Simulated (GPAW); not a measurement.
## N K-edge XANES of wurtzite (GaN)₁₋ₓ(AlN)ₓ at x = 0.875

What does the N K edge look like in wurtzite (GaN)₁₋ₓ(AlN)ₓ at x = 0.875?

Main program and level: GPAW 26.7.0; X-ray absorption from dipole matrix elements to empty bands, plane-wave PAW revPBE.

### Step 1. Starting point

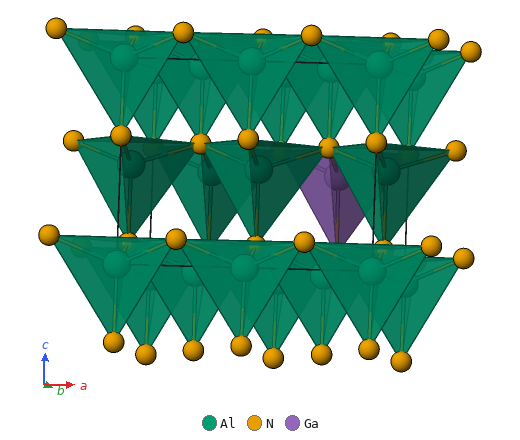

The starting structure, seen slightly off an axis (aluminium teal, nitrogen orange, gallium purple). Some periodic images of atoms are drawn too.

The cell holds 16 atoms: 7 Al, 8 N and 1 Ga. Cell: a = 6.243 Å, b = 5.407 Å, c = 5.007 Å, α = 90.0°, β = 90.0°, γ = 90.0°. 16-atom wurtzite cell, 7 of 8 Ga sites taken by Al at random, lattice constants typed for the ends and interpolated (Vegard).

Coordinates:

```xyz
16
Lattice="6.2432 0.0000 0.0000 0.0000 5.4068 0.0000 0.0000 0.0000 5.0074" Properties=species:S:1:pos:R:3 pbc="T T T"
Al    0.0049    5.4040    5.0048
N     6.2428    1.7955    0.6151
Al    0.0020    1.7905    2.5140
N     6.2381    0.0005    3.1150
Al    1.5334    2.7182    4.9973
N     1.5650    4.5027    0.5996
Al    1.5728    4.5104    2.5254
N     1.5470    2.7252    3.1074
Al    3.1325    5.3967    4.9989
N     3.1195    1.7864    0.6274
Al    3.1232    1.8019    2.4755
N     3.1103    5.4025    3.1123
Al    4.6752    2.7212    0.0063
N     4.7001    4.4961    0.6133
Ga    4.6772    4.5088    2.5001
N     4.6828    2.7244    3.0951
```

### Step 2. Relaxation

Bond lengths around the absorber set the edge shape, so the atoms are relaxed before any spectrum.

The input, relax.py:

```python
import numpy as np
from ase import Atoms
from ase.parallel import parprint, paropen
from gpaw import GPAW, PW, FermiDirac, Mixer, MixerDif, setup_paths
from ase.optimize import BFGS

atoms = Atoms('AlNAlNAlNAlNAlNAlNAlNGaN',
    cell=[[6.24325, 0, 0],
     [0, 5.406813, 0],
     [0, 0, 5.007375]],
    scaled_positions=[[0.000789, 0.999487, 0.999486],
     [0.999935, 0.332083, 0.122843],
     [0.000323, 0.331149, 0.502058],
     [0.999176, 0.000084, 0.62209],
     [0.245603, 0.502727, 0.997982],
     [0.250667, 0.832785, 0.119737],
     [0.251917, 0.834201, 0.504333],
     [0.247785, 0.504025, 0.620572],
     [0.501746, 0.998135, 0.99831],
     [0.499664, 0.3304, 0.125289],
     [0.500245, 0.333272, 0.494366],
     [0.498186, 0.999197, 0.621549],
     [0.748847, 0.503294, 0.001266],
     [0.752822, 0.831558, 0.122472],
     [0.749158, 0.833912, 0.499277],
     [0.750066, 0.50389, 0.618101]],
    pbc=True)
atoms.calc = GPAW(legacy_gpaw=True, mode=PW(500, force_complex_dtype=True), xc='revPBE', setups={},
    kpts={'size': (3, 3, 3), 'gamma': True}, occupations=FermiDirac(0.08),
    charge=0, mixer=Mixer(0.1, 5, 50), maxiter=150,
    convergence={'density': 0.0001, 'eigenstates': 1e-6}, txt='relax.txt')
steps = []
opt = BFGS(atoms, logfile='-')
opt.attach(lambda: steps.append([atoms.get_potential_energy(), float(np.linalg.norm(atoms.get_forces(), axis=1).max())]))
done = opt.run(fmax=0.05, steps=30)
out = dict(done=bool(done), steps=steps, frac=atoms.get_scaled_positions().tolist())
import json
with paropen('out.json', 'w') as f:
    json.dump(out, f)
```

Launch:

```console
OMP_NUM_THREADS=1 mpirun -n 4 gpaw python relax.py
```

Numbers of over 12 decimals in the logs are rounded to 6 here.

The program printed:

```text
Input parameters:
  convergence: {density: 0.0001,
                eigenstates: 1e-06}
  kpts: {gamma: True,
         size: (3, 3, 3)}
  maxiter: 150
  mixer: {backend: pulay,
          beta: 0.1,
          method: separate,
          nmaxold: 5,
          weight: 50}
  mode: {ecut: 500.0,
         force_complex_dtype: True,
         name: pw}
  occupations: {fixmagmom: False,
                name: fermi-dirac,
[...]
14 Ga    0.00379   -0.01772   -0.02330
 15 N     0.00096   -0.01530   -0.00919
Step     Time          Energy          fmax
BFGS:    0 02:40:08     -105.692261        2.439799
BFGS:    1 02:40:18     -105.924000        1.275394
BFGS:    2 02:40:29     -106.049233        0.279363
BFGS:    3 02:40:38     -106.057385        0.188910
BFGS:    4 02:40:48     -106.061465        0.124081
BFGS:    5 02:40:55     -106.063030        0.071220
BFGS:    6 02:41:02     -106.063557        0.047201
[key lines of the parts left out:]
Converged after 6 iterations.
Dipole moment: (-4.275660, 0.713626, -7.410916) |e|*Ang
Free energy:   -106.063557
Fermi level: 8.18691
```

Elapsed: 77 s, on 4 MPI ranks of Arm Neoverse V2, shared host; peak memory 0.28 GiB; 5.1 min of CPU time.

In 6 steps the energy fell by 371 meV (energies extrapolated to zero smearing) and the largest force to 0.047 eV/Å. Atom 16 (N; the text counts from 1, the script from 0) is among those that moved most, by 0.09 Å.

### Step 3. The field without a hole

The ground state comes first: it tells whether the system has a gap, which decides how the excited electron is treated.

The input, scf.py:

```python
import numpy as np
from ase import Atoms
from ase.parallel import parprint, paropen
from gpaw import GPAW, PW, FermiDirac, Mixer, MixerDif, setup_paths
from gpaw.test import gen
setup_paths.insert(0, '.')
gen('N', name='nch1s', xcname='revPBE', corehole=(1, 0, 0), write_xml=True)
from gpaw.mpi import world
world.barrier()

atoms = Atoms('AlNAlNAlNAlNAlNAlNAlNGaN',
    cell=[[6.24325, 0, 0],
     [0, 5.406813, 0],
     [0, 0, 5.007375]],
    scaled_positions=[[0.0027708, 0.0010586, 0.002025],
     [0.0000365, 0.3334594, 0.1215825],
     [0.0017916, 0.3341668, 0.5010365],
     [0.0090083, 0.0057631, 0.6239272],
     [0.2494095, 0.5000964, 0.0014026],
     [0.2505167, 0.8319926, 0.1216403],
     [0.2499536, 0.832731, 0.5007688],
     [0.2494613, 0.5022692, 0.6208513],
     [0.4981637, 0.0010704, 0.0015717],
     [0.4987434, 0.3334071, 0.1211593],
     [0.4970453, 0.3342616, 0.5004875],
     [0.4907621, 0.0058286, 0.6235829],
     [0.7494071, 0.4965652, 0.001574],
     [0.7504204, 0.8328142, 0.104631],
     [0.7499002, 0.8339659, 0.5012747],
     [0.7493669, 0.4875521, 0.623153]],
    pbc=True)
atoms.calc = calc = GPAW(legacy_gpaw=True, mode=PW(500, force_complex_dtype=True), xc='revPBE', setups={1: 'nch1s'},
    kpts={'size': (4, 5, 5), 'gamma': True}, occupations=FermiDirac(0.05),
    charge=0, mixer=Mixer(0.1, 5, 50), maxiter=150,
    convergence={'density': 0.0001, 'eigenstates': 1e-6}, txt='scf.txt')
energy = atoms.get_potential_energy() + calc.get_reference_energy()
ef = calc.get_fermi_level()
out = dict(energy=energy, fermi=ef, forces=atoms.get_forces().tolist())
parprint(f'all-electron energy {energy:.4f} eV, Fermi level {ef:.4f} eV')
ev = np.array([[calc.get_eigenvalues(k, s) for k in range(len(calc.get_ibz_k_points()))] for s in range(calc.get_number_of_spins())])
out['homo'], out['lumo'], out['counts'] = ev[ev < ef].max(), ev[ev > ef].min(), sorted(set((ev < ef).sum((0, 2)).tolist()))
out['filled'] = (ev[:, 0] < ef).sum(1).tolist()
import json
with paropen('out.json', 'w') as f:
    json.dump(out, f)
```

Launch:

```console
OMP_NUM_THREADS=1 mpirun -n 4 gpaw python scf.py
```

The program printed:

```text
Input parameters:
  convergence: {density: 0.0001,
                eigenstates: 1e-06}
  kpts: {gamma: True,
         size: (4, 5, 5)}
  maxiter: 150
  mixer: {backend: pulay,
          beta: 0.1,
          method: separate,
          nmaxold: 5,
          weight: 50}
  mode: {ecut: 500.0,
         force_complex_dtype: True,
         name: pw}
  occupations: {fixmagmom: False,
                name: fermi-dirac,
                width: 0.05}
  setups: {1: nch1s}
  xc: revPBE

Initialize ...

[... PAW data sets ...]

Reference energy: -110994.743835  # eV

Spin-paired calculation

[... convergence settings ...]
Symmetries present (total): 1
  [... symmetry matrices ...]

100 k-points: 4 x 5 x 5 Monkhorst-Pack grid + [1/8,0.000000,0.000000]
51 k-points in the irreducible part of the Brillouin zone
       k-points in crystal coordinates                weights
   0:     0.00000000    0.00000000    0.00000000          1/100
   1:     0.00000000    0.00000000    0.20000000          2/100
   2:     0.00000000    0.00000000    0.40000000          2/100
   3:     0.00000000    0.20000000   -0.40000000          2/100
   4:     0.00000000    0.20000000   -0.20000000          2/100
   5:     0.00000000    0.20000000    0.00000000          2/100
   6:     0.00000000    0.20000000    0.20000000          2/100
   7:     0.00000000    0.20000000    0.40000000          2/100
   8:     0.00000000    0.40000000   -0.40000000          2/100
   9:     0.00000000    0.40000000   -0.20000000          2/100
          ...
  50:     0.50000000    0.40000000    0.40000000          2/100

Wave functions: Plane wave expansion
  Cutoff energy: 500.000 eV
  Number of coefficients (min, max): 4258, 4308
  Pulay-stress correction: 0.000000 eV/Ang^3 (de/decut=0.000000)
  Using FFTW library
  Wavefunction extrapolation:
    Improved wavefunction reuse through dual PAW basis

Occupation numbers: Fermi-Dirac:
  width: 0.0500  # eV

Eigensolver
   Davidson(niter=2)

Densities:
  Coarse grid: 35*28*27 grid
  Fine grid: 70*56*54 grid
  Total Charge: 0.000000

Density mixing:
  Method: separate
  Backend: pulay
  Linear mixing parameter: 0.1
  old densities: 5
  Width of damping distribution: 1.1
  Damping of long wavelength oscillations: 50

[... Hamiltonian set-up ...]
Number of atoms: 16
Number of atomic orbitals: 64
Number of bands in calculation: 43
Number of valence electrons: 64
Bands to converge: occupied

... initialized

Initializing position-dependent things.

Density initialized from atomic densities
Creating initial wave functions:
  43 bands from LCAO basis set

Positions:
   0 Al     0.017299    0.005724    0.010140    ( 0.0000,  0.0000,  0.0000)
   1 N      0.000228    1.802953    0.608809    ( 0.0000,  0.0000,  0.0000)
   2 Al     0.011185    1.806777    2.508878    ( 0.0000,  0.0000,  0.0000)
   3 N      0.056241    0.031160    3.124237    ( 0.0000,  0.0000,  0.0000)
   4 Al     1.557126    2.703928    0.007023    ( 0.0000,  0.0000,  0.0000)
   5 N      1.564038    4.498428    0.609099    ( 0.0000,  0.0000,  0.0000)
   6 Al     1.560523    4.502421    2.507537    ( 0.0000,  0.0000,  0.0000)
[...]
13 N      4.685062    4.502871    0.523927    ( 0.0000,  0.0000,  0.0000)
  14 Ga     4.681814    4.509098    2.510070    ( 0.0000,  0.0000,  0.0000)
  15 N      4.678485    2.636103    3.120361    ( 0.0000,  0.0000,  0.0000)

Unit cell:
           periodic     x           y           z      points  spacing
  1. axis:    yes    6.243250    0.000000    0.000000    35     0.1784
  2. axis:    yes    0.000000    5.406813    0.000000    28     0.1931
  3. axis:    yes    0.000000    0.000000    5.007375    27     0.1855

  Lengths:   6.243250   5.406813   5.007375
  Angles:   90.000000  90.000000  90.000000

Effective grid spacing dv^(1/3) = 0.1855

iter:   1  -120.278531
iter:   2  -113.345237   -1.01  -0.56
iter:   3  -105.787151   -0.41  -0.67
iter:   4  -106.150310   -1.19  -1.08
iter:   5  -106.064611   -2.13  -1.39
iter:   6  -106.064979   -3.65  -2.35
iter:   7  -106.064959c  -4.19  -2.52
iter:   8  -106.070270c  -3.32  -2.67
iter:   9  -106.065461c  -3.30  -2.44
iter:  10  -106.064767c  -4.79  -2.83
iter:  11  -106.064842c  -4.89  -3.26
iter:  12  -106.064778c  -4.82  -3.31
iter:  13  -106.064734c  -5.84  -3.45
iter:  14  -106.064733c  -6.83c -4.00
iter:  15  -106.064733c  -7.30c -4.15c

Converged after 15 iterations.

Dipole moment: (-4.275488, 0.714258, -7.412249) |e|*Ang

Energy contributions relative to reference atoms: (reference = -110994.743835)

Kinetic:       +130.919805
Potential:     -105.893589
External:        +0.000000
XC:            -130.613546
Entropy (-ST):   -0.000000
Local:           -0.477403
SIC:             +0.000000
--------------------------
Free energy:   -106.064733
Extrapolated:  -106.064733

Showing only first 2 kpts
 Kpt  Band  Eigenvalues  Occupancy
  0    30      6.15281    2.00000
  0    31      6.30137    2.00000
  0    32     10.08302    0.00000
  0    33     11.92635    0.00000

  1    30      6.06303    2.00000
  1    31      6.08542    2.00000
  1    32     10.72834    0.00000
  1    33     11.50205    0.00000

Fermi level: 8.01926

Gap: 3.782 eV
Transition (v -> c):
  (s=0, k=0, n=31, [0.00, 0.00, 0.00]) -> (s=0, k=0, n=32, [0.00, 0.00, 0.00])
No difference between direct/indirect transitions

Forces in eV/Ang:
  0 Al   -0.03909   -0.01964   -0.01557
  1 N     0.03325   -0.01410   -0.00918
  2 Al    0.00563   -0.01417    0.01373
  3 N    -0.01476   -0.01896   -0.01282
  4 Al    0.00764    0.02446    0.00822
  5 N    -0.01788    0.00289    0.00314
  6 Al   -0.00826    0.00526    0.00202
[...]
13 N    -0.02218    0.00773    0.01461
 14 Ga    0.00397   -0.01873   -0.02543
 15 N     0.00062   -0.01463   -0.01645
Scalar-relativistic atomic revPBE calculation for N (Nitrogen, Z=7)
Core hole in 1s state (1s occupation: 2.0)
300 radial gridpoints.
|------------------------------------------------|
|------------------------------------------------|
[... the atom generator's iteration count ...]

Energy contributions:
-------------------------
Kinetic:      +54.393663
XC:            -6.623569
Potential:   -102.275984
-------------------------
Total:        -54.505890

state      eigenvalue         ekin         rmax
-----------------------------------------------
1s^2.0 :   -14.147846    22.099152        0.148
2s^2.0 :    -0.684237     2.373080        1.014
2p^3.0 :    -0.258521     1.816400        0.978
-----------------------------------------------
(units: Bohr and Hartree)

Generating PAW setup
Kinetic energy of the core from tauc = 44.225605
Cutoffs:
rc(s)=1.140
rc(p)=1.000
rc(d)=1.090
rc(vbar)=1.120
rc(comp)=1.090
rc(nct)=1.140

Kinetic energy of the core states: 44.198304
Charge: 0.0
Core electrons: 2.0
Valence electrons: 5.0
Pseudo-core charge: 0.012363
Shape function alpha=8.417
Pseudo-electron charge 5.022049
state    eigenvalue         norm
--------------------------------
2s(2) :    -0.684237     1.073730
*s    :     0.315763
2p(3) :    -0.258521     0.954075
*p    :     0.741479
*d    :     0.000000
--------------------------------

Diagonalizing with gridspacing h=0.050

state   all-electron     PAW
-------------------------------
2s:      -0.684237    -0.685307
2p:      -0.258521    -0.260598
*d:                    0.046022
*f:                    0.074724
-------------------------------
all-electron energy -111100.8086 eV, Fermi level 8.0193 eV
```

Wall time 55 s (4 MPI ranks); peak memory 0.32 GiB.

The mesh shows a gap of 3.78 eV. The excited electron is kept all the same, so that all members of the series, with or without a gap, are treated alike.

### Step 4. Reference energy of the cell

The photon energy needs a difference of total energies, so the cell and mesh of the coming hole run are first run without a hole.

scf.py, as its differences from that of step 3:

```diff
@@ -32,3 +32,3 @@
 atoms.calc = calc = GPAW(legacy_gpaw=True, mode=PW(500, force_complex_dtype=True), xc='revPBE', setups={1: 'nch1s'},
-    kpts={'size': (4, 5, 5), 'gamma': True}, occupations=FermiDirac(0.05),
+    kpts={'size': (3, 3, 3), 'gamma': True}, occupations=FermiDirac(0.02),
     charge=0, mixer=Mixer(0.1, 5, 50), maxiter=150,
```

The program printed:

```text
Input parameters:
  convergence: {density: 0.0001,
                eigenstates: 1e-06}
  kpts: {gamma: True,
         size: (3, 3, 3)}
  maxiter: 150
  mixer: {backend: pulay,
          beta: 0.1,
          method: separate,
          nmaxold: 5,
          weight: 50}
  mode: {ecut: 500.0,
         force_complex_dtype: True,
         name: pw}
  occupations: {fixmagmom: False,
                name: fermi-dirac,
[...]
2s(2) :    -0.684237     1.073730
*s    :     0.315763
2p(3) :    -0.258521     0.954075
*p    :     0.741479
*d    :     0.000000
--------------------------------

Diagonalizing with gridspacing h=0.050

state   all-electron     PAW
-------------------------------
2s:      -0.684237    -0.685307
2p:      -0.258521    -0.260598
*d:                    0.046022
*f:                    0.074724
-------------------------------
all-electron energy -111100.8073 eV, Fermi level 7.1126 eV
[key lines of the parts left out:]
Converged after 14 iterations.
Dipole moment: (-4.275798, 0.713092, -7.410179) |e|*Ang
Free energy:   -106.063448
Fermi level: 7.11264
```

Elapsed: 19 s, on 4 MPI ranks; peak memory 0.27 GiB; 76 s of CPU time.

Reference energy: -111100.807 eV with the cores included.

[end of part 1 of 2]

[Banner, clock and machine lines of the logs are left out without a mark of their own.]

[Logs are printed without paths, hosts, clocks, repeated set-up lines and the standing remarks that a program may print on its own settings, such as how far it seeks lower states.]

[Hosts, paths, dates, database ids (printed as entryN), source tags and the programs' standing remarks are cut or masked in the printed files.]

[Lists of maxima count a maximum above −3 eV only where it reaches 4 % of the highest in the window and stands out from its surroundings by 2 % of it (1.5 % where it reaches 55 %); shoulders and weaker maxima are passed over, and of the rest the first, up to two pre-edge ones and the few strongest are named.]
